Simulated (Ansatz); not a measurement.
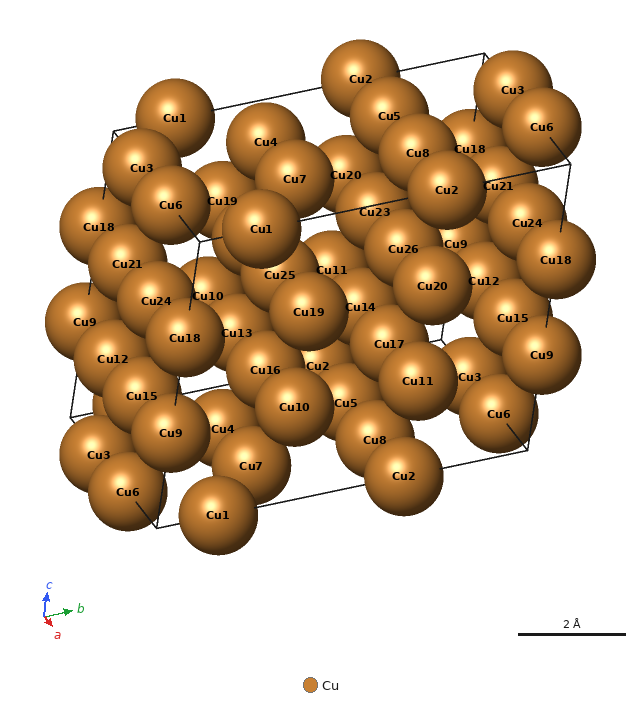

*The structure as given in the input (spheres-only view of the cell of the calculation, seen slightly off an axis; atoms are numbered from 1 in the order of the input).*

## Cu: geometry relaxation (part 1 of 3)

System: Cu (defect cell, 26 atoms in the cell).
Method: DFT PBE, scalar-relativistic, plane waves, PAW, no spin polarisation (Ansatz 0.2.0).

The structure derives from an entry of the Crystallography Open Database. It belongs to a series of runs on one base structure; here: atom 1 (Cu) set half-way to the vacancy, atoms relaxed in the symmetry of that start. Figures and captions count atoms from 1; the log counts them from 0 in places.

What the program printed:
```
Warning: output.stress: scf.convergence.dr2_threshold = 1e-7 eV (the SCF's general default) is looser than the 2.6e-9 eV advised for a printed stress (1e-10 eV for each atom of the cell: 26). What an SCF threshold leaves in a stress goes as its square root, and in the free energy as the threshold itself, and one threshold admits the most on a small cell: of the crystals measured, under no hybrid functional and no lock of the moments, on runs that ended without the residual-converged pass, on stresses that held no estimate of that error, the worst erred by over 100 MPa in a component at 1e-7 eV an atom and by under 5 at 1e-10. Every solve of this run answers to scf.convergence.dr2_threshold, and the tensor of one is reported: a single SCF on the reported geometry and on this run's grids (its basis.xc_grid and basis.ecutrho_ratio typed), with scf.convergence.dr2_threshold at 2.6e-9 eV or tighter, prints it and tightens no other solve. Else set scf.convergence.dr2_threshold to 2.6e-9 eV or tighter. The threshold is an SCF's pass mark: one that does not reach it within its budget of iterations ends unconverged, or closes short of it on a stop that the run arms, and scf.convergence.dr2_threshold's page says what that costs each kind of run
Engine: ansatz 0.2.0, x86_64-unknown-linux-gnu
Pseudopotentials: kind: paw
Pseudopotential: Cu, paw, valence charge 19, recommended cutoff 420 eV (normal), Cu.paw.azcp
Functional definition: PBE
  parameter kappa = 0.804
  parameter beta = 0.06672455060314922
  exchange = pbe_x(kappa = kappa, mu = beta*pi^2/3)
  correlation = pbe_c(beta = beta)
Crystal: 26 atoms, lattice volume = 322.800 Å³
Basis set: ecut = 420 eV, 6303 PW (Γ), exchange–correlation on 108×108×108 points (8 copies of the dense FFT grid, shifted against one another)
Bands: 297, of which v1, the nominal top of the filled ones, is band 247 counted from 1 (246 counted from 0)
Symmetry: 8 space group operations
Space group: Immm (ITA 71), of the structure as read, at distance tolerance 6.9e-5 Å
k-points: 18 of 64
Non-local potential: Cu, projectors of the file, l = 0: 3, l = 1: 2, l = 2: 3, l = 3: 1
PAW form: soft (Blöchl's): semilocal exchange-correlation on the pseudo side does not see the compensation charge
PAW one-centre angular grid: Cu, 590 points (default); XC on 64 Gauss nodes
Initial density: superposition of atomic densities (neutral atoms: chi_scale 0, normalization atom), corrected by the library's trained network
Initial wavefunctions: pseudopotential atomic-orbital guess
Functional: x = pbe(κ = 0.804, μ = 0.2195149727645171), c = pbe(β = 0.06672455060314922)
SCF iter   1: F=—  HF=-172252.109771 eV  |F-HF|=—  |Δ(HF+E_count)|=         —  Δρ=1.91e-3  dr2=9.42e-3  ethr=1.77e-3  ⟨swp⟩=4.9  Hψ=16559  notcnv=0  defer=389
preconditioner: auto → Kerker (q_TF=auto, 2.929 Å⁻¹)  [metal: Δε(μ)=0.010 eV  Ē_g=9.813 eV  σ=0.100 eV  W_gap=0.06  n_scr=136 (ndim 8)  ℏωp=35.0 eV  f_vac=0.009  D(μ)=13.64/eV (n_scr^D=112)]
SCF iter   2: F=—  HF=-172252.110494 eV  |F-HF|=—  |Δ(HF+E_count)|=   7.23e-4  Δρ=7.42e-4  dr2=2.55e-3  ethr=1.91e-6  ⟨swp⟩=2.3  Hψ=10015  notcnv=0  defer=552
SCF iter   3: F=—  HF=-172252.110612 eV  |F-HF|=—  |Δ(HF+E_count)|=   1.19e-4  Δρ=4.51e-4  dr2=1.16e-3  ethr=5.16e-7  ⟨swp⟩=2.1  Hψ=5968  notcnv=0  defer=552
SCF iter   4: F=—  HF=-172252.110516 eV  |F-HF|=—  |Δ(HF+E_count)|=   9.63e-5  Δρ=1.41e-4  dr2=1.95e-4  ethr=2.35e-7  ⟨swp⟩=2.1  Hψ=7137  notcnv=0  defer=552
SCF iter   5: F=—  HF=-172252.110494 eV  |F-HF|=—  |Δ(HF+E_count)|=   2.26e-5  Δρ=7.95e-5  dr2=3.63e-5  ethr=3.94e-8  ⟨swp⟩=2.1  Hψ=7268  notcnv=0  defer=552
SCF iter   6: F=-172252.110484 eV  HF=-172252.110491 eV  |F-HF|=6.29e-6  |Δ(HF+E_count)|=   3.01e-6  Δρ=4.34e-5  dr2=4.98e-6  ethr=2.02e-9  ⟨swp⟩=15.2  Hψ=55045  notcnv=0
SCF 1 converged in 6 iterations: F = -172252.110484 eV  dr2 = 4.98e-6
  greatest PAW one-centre occupation: 1.000 electrons in one spin orbital (limit 2), on the Cu atom at site 0 (counted from 0), in its partial waves of l = 0
relax step   1: F+E_penalty+E_count = -172252.11048421 eV  Δ(F+E_penalty+E_count) = +0.000e0 eV  max|allowed force component| = 1.113e0 eV/Å  Δτ_max = 0.0000 Å  (6 SCF iters, dr2 threshold 1.00e-5 eV, accepted)
Initial density: handed on by an earlier stage of this run
Initial wavefunctions: those handed on with the density
iter 1 solved again at ethr=1.03e-5 eV; its pass at ethr=3.10e-3 eV (dr2=5.09e-2 eV) is discarded
SCF iter   1: F=—  HF=-172252.401396 eV  |F-HF|=—  |Δ(HF+E_count)|=         —  Δρ=5.59e-3  dr2=5.16e-2  ethr=1.03e-5  ⟨swp⟩=2.1  Hψ=20675  notcnv=0  defer=28
preconditioner: auto → Kerker (q_TF=auto, 2.929 Å⁻¹)  [metal: Δε(μ)=0.002 eV  Ē_g=9.806 eV  σ=0.100 eV  W_gap=0.01  n_scr=136 (ndim 8)  ℏωp=35.0 eV  f_vac=0.009  D(μ)=13.83/eV (n_scr^D=112)]
SCF iter   2: F=—  HF=-172252.384385 eV  |F-HF|=—  |Δ(HF+E_count)|=   1.70e-2  Δρ=3.15e-3  dr2=1.82e-2  ethr=1.03e-5  ⟨swp⟩=1.1  Hψ=4695  notcnv=0  defer=28
SCF iter   3: F=—  HF=-172252.376025 eV  |F-HF|=—  |Δ(HF+E_count)|=   8.36e-3  Δρ=9.70e-4  dr2=2.77e-3  ethr=3.68e-6  ⟨swp⟩=2.0  Hψ=8590  notcnv=0  defer=28
SCF iter   4: F=—  HF=-172252.375577 eV  |F-HF|=—  |Δ(HF+E_count)|=   4.48e-4  Δρ=2.57e-4  dr2=3.07e-4  ethr=5.61e-7  ⟨swp⟩=2.0  Hψ=8587  notcnv=0  defer=28
iter 5 did not close the SCF: its close was put off for the readings that it lacked (scf_convergence_deferred on its scf_iter line)
SCF iter   5: F=-172252.375533 eV  HF=-172252.375553 eV  |F-HF|=2.00e-5  |Δ(HF+E_count)|=   2.37e-5  Δρ=5.93e-5  dr2=2.55e-5  ethr=6.21e-8  ⟨swp⟩=2.0  Hψ=7112  notcnv=0  defer=28
SCF iter   6: F=-172252.375540 eV  HF=-172252.375551 eV  |F-HF|=1.08e-5  |Δ(HF+E_count)|=   2.69e-6  Δρ=5.14e-5  dr2=9.54e-6  ethr=5.17e-9  ⟨swp⟩=12.4  Hψ=47238  notcnv=0
SCF 2 converged in 6 iterations: F = -172252.375540 eV  dr2 = 9.54e-6
relax step   2: F+E_penalty+E_count = -172252.37553979 eV  Δ(F+E_penalty+E_count) = -2.651e-1 eV  max|allowed force component| = 6.907e-1 eV/Å  Δτ_max = 0.0511 Å  (6 SCF iters, dr2 threshold 7.74e-5 eV, accepted)
SCF iter   1: F=—  HF=-172252.812944 eV  |F-HF|=—  |Δ(HF+E_count)|=         —  Δρ=1.54e-2  dr2=3.97e-1  ethr=7.56e-4  ⟨swp⟩=5.0  Hψ=14060  notcnv=0  defer=706
preconditioner: auto → Kerker (q_TF=auto, 2.929 Å⁻¹)  [metal: Δε(μ)=0.020 eV  Ē_g=9.802 eV  σ=0.100 eV  W_gap=0.11  n_scr=136 (ndim 8)  ℏωp=35.0 eV  f_vac=0.006  D(μ)=14.14/eV (n_scr^D=112)]
SCF iter   2: F=—  HF=-172252.686080 eV  |F-HF|=—  |Δ(HF+E_count)|=   1.27e-1  Δρ=8.58e-3  dr2=1.37e-1  ethr=8.04e-5  ⟨swp⟩=1.2  Hψ=6164  notcnv=0  defer=727
SCF iter   3: F=—  HF=-172252.624084 eV  |F-HF|=—  |Δ(HF+E_count)|=   6.20e-2  Δρ=2.31e-3  dr2=1.34e-2  ethr=2.77e-5  ⟨swp⟩=2.2  Hψ=8393  notcnv=0  defer=727
SCF iter   4: F=—  HF=-172252.621700 eV  |F-HF|=—  |Δ(HF+E_count)|=   2.38e-3  Δρ=7.41e-4  dr2=1.30e-3  ethr=2.72e-6  ⟨swp⟩=2.0  Hψ=8833  notcnv=0  defer=727
SCF iter   5: F=—  HF=-172252.621678 eV  |F-HF|=—  |Δ(HF+E_count)|=   2.26e-5  Δρ=2.03e-4  dr2=2.08e-4  ethr=2.63e-7  ⟨swp⟩=2.2  Hψ=7276  notcnv=0  defer=727
SCF iter   6: F=—  HF=-172252.621660 eV  |F-HF|=—  |Δ(HF+E_count)|=   1.72e-5  Δρ=1.40e-4  dr2=7.21e-5  ethr=4.20e-8  ⟨swp⟩=2.0  Hψ=7224  notcnv=0  defer=727
SCF iter   7: F=-172252.621633 eV  HF=-172252.621657 eV  |F-HF|=2.40e-5  |Δ(HF+E_count)|=   3.20e-6  Δρ=6.74e-5  dr2=1.96e-5  ethr=6.04e-9  ⟨swp⟩=13.9  Hψ=55379  notcnv=0
SCF 3 converged in 7 iterations: F = -172252.621633 eV  dr2 = 1.96e-5
relax step   3: F+E_penalty+E_count = -172252.62163322 eV  Δ(F+E_penalty+E_count) = -2.461e-1 eV  max|allowed force component| = 4.596e-2 eV/Å  Δτ_max = 0.1161 Å  (7 SCF iters, dr2 threshold 2.98e-5 eV, accepted)
SCF iter   1: F=—  HF=-172252.623738 eV  |F-HF|=—  |Δ(HF+E_count)|=         —  Δρ=1.04e-3  dr2=1.74e-3  ethr=4.11e-6  ⟨swp⟩=5.2  Hψ=12518  notcnv=0  defer=252
preconditioner: auto → Kerker (q_TF=auto, 2.929 Å⁻¹)  [metal: Δε(μ)=0.028 eV  Ē_g=9.817 eV  σ=0.100 eV  W_gap=0.16  n_scr=136 (ndim 8)  ℏωp=35.0 eV  f_vac=0.006  D(μ)=14.17/eV (n_scr^D=112)]
SCF iter   2: F=—  HF=-172252.623192 eV  |F-HF|=—  |Δ(HF+E_count)|=   5.46e-4  Δρ=6.04e-4  dr2=7.04e-4  ethr=3.53e-7  ⟨swp⟩=1.0  Hψ=6156  notcnv=0  defer=251
SCF iter   3: F=—  HF=-172252.622909 eV  |F-HF|=—  |Δ(HF+E_count)|=   2.83e-4  Δρ=1.26e-4  dr2=5.92e-5  ethr=1.42e-7  ⟨swp⟩=2.0  Hψ=8495  notcnv=0  defer=251
SCF iter   4: F=—  HF=-172252.622835 eV  |F-HF|=—  |Δ(HF+E_count)|=   7.40e-5  Δρ=5.36e-5  dr2=2.35e-5  ethr=1.20e-8  ⟨swp⟩=2.0  Hψ=7223  notcnv=0  defer=251
SCF iter   5: F=—  HF=-172252.622832 eV  |F-HF|=—  |Δ(HF+E_count)|=   3.23e-6  Δρ=2.01e-5  dr2=4.15e-6  ethr=4.75e-9  ⟨swp⟩=2.0  Hψ=6263  notcnv=0  defer=251
SCF iter   6: F=—  HF=-172252.622832 eV  |F-HF|=—  |Δ(HF+E_count)|=   5.81e-7  Δρ=5.80e-6  dr2=2.19e-7  ethr=8.41e-10  ⟨swp⟩=2.1  Hψ=7140  notcnv=0  defer=251
SCF iter   7: F=-172252.622831 eV  HF=-172252.622832 eV  |F-HF|=5.15e-8  |Δ(HF+E_count)|=   2.97e-8  Δρ=3.95e-6  dr2=4.34e-8  ethr=2.02e-11  ⟨swp⟩=11.9  Hψ=40932  notcnv=0
SCF 4 converged in 7 iterations: F = -172252.622831 eV  dr2 = 4.34e-8
relax step   4: F+E_penalty+E_count = -172252.62283145 eV  Δ(F+E_penalty+E_count) = -1.198e-3 eV  max|allowed force component| = 6.008e-3 eV/Å  Δτ_max = 0.0083 Å  (7 SCF iters, accepted)
```

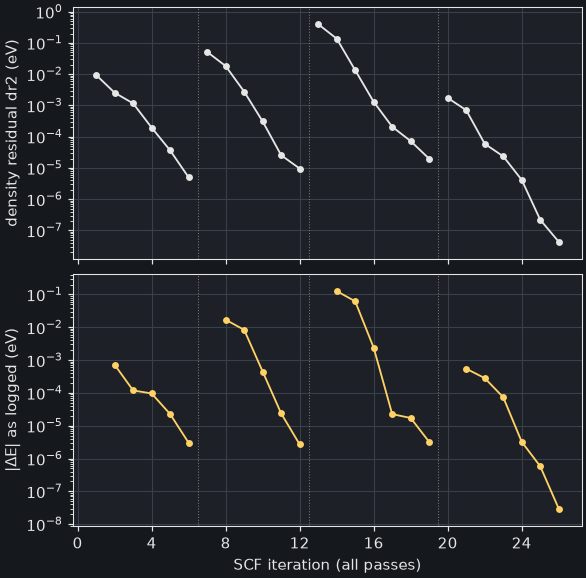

*Convergence of the self-consistent field: density residual dr2 and size of the energy change against the SCF iteration. The dotted lines part the SCF passes of the relaxation: geometry steps, rejected trials and re-solves on a re-selected basis.*

The passes take 6, 6, 7 and 7 iterations.

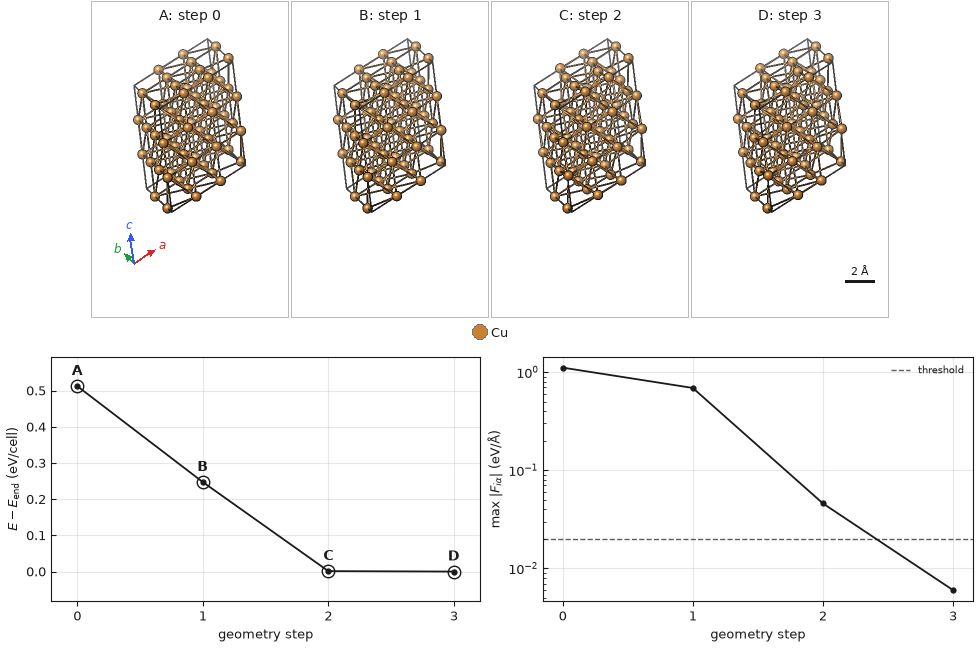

*Frames of the relaxation (ball-and-stick view of the cell of the calculation, seen slightly off an axis) above the curves, on which the letters mark them (the first geometry is step 0 here and step 1 in the log).*

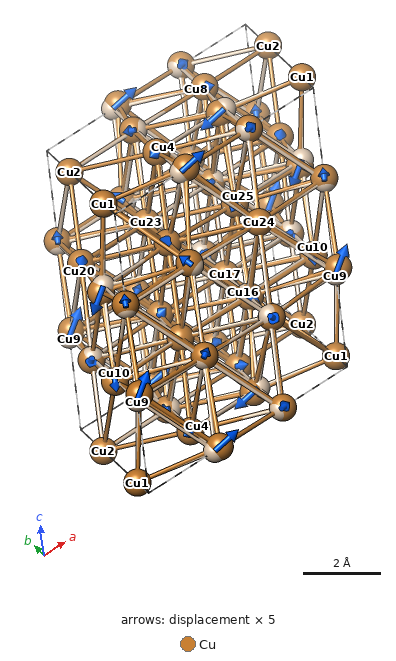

*Start (faint) and end (solid) with the displacements as blue arrows, magnified 5 times (ball-and-stick view of the cell of the calculation, seen slightly off an axis).*

The largest moves, 0.17 Å, are those of Cu3, Cu7, Cu9 and Cu19. The cell doesn't change. Among the contacts that change: Cu1–Cu19 2.223 → 2.385 Å, Cu15–Cu21 2.567 → 2.724 Å, Cu10–Cu11 2.567 → 2.660 Å, Cu15–Cu16 2.567 → 2.473 Å. Over 3 geometry steps the energy falls by 0.512 eV per cell of the calculation. The largest force component goes from 1.1 to 0.006 eV/Å. (Atoms are counted from 1 in the order of the input.)

```
SCF converged after 7 iterations
Free energy (F): -172252.622831 eV
Harris-Foulkes:  -172252.622832 eV  (|F-HF|=5.15e-8)
Internal energy: -172252.552016 eV  (E = F + TS)
E sigma→0 (E₀):  -172252.587424 eV
Entropy (-TS):   -0.070815 eV (-2.724 meV/atom)
Fermi energy:    15.641433 eV
--- Per-component energies (eV) ---
  E_band       = -9817.924823
  E_kinetic    = 7790.868842
  E_local      = -109074.067304  (includes V_loc(G=0)·N_el)
  E_nonlocal   = 10146.032641
  E_hartree    = 48041.132923
  E_xc         = -2321.546268
  E_vxc        = -2995.367220  (∫ρ·V_xc dr)
  E_paw        = -43245.408582  (= ΣΔE_a)
  E_vpaw       = -11767.640337  (= ΣTr[D̂ρ^β])
  E_aug_tail   = 0.006705  (compensation charges beyond the density's cutoff)
  E_ewald      = -83589.570973
  E_smearing   = -0.070815  (= −TS)
  E_closure    = -0.000000  (closes the sum)
  Σ components = -172252.622831   (vs F -172252.622831, Δ=0.00e0)
```
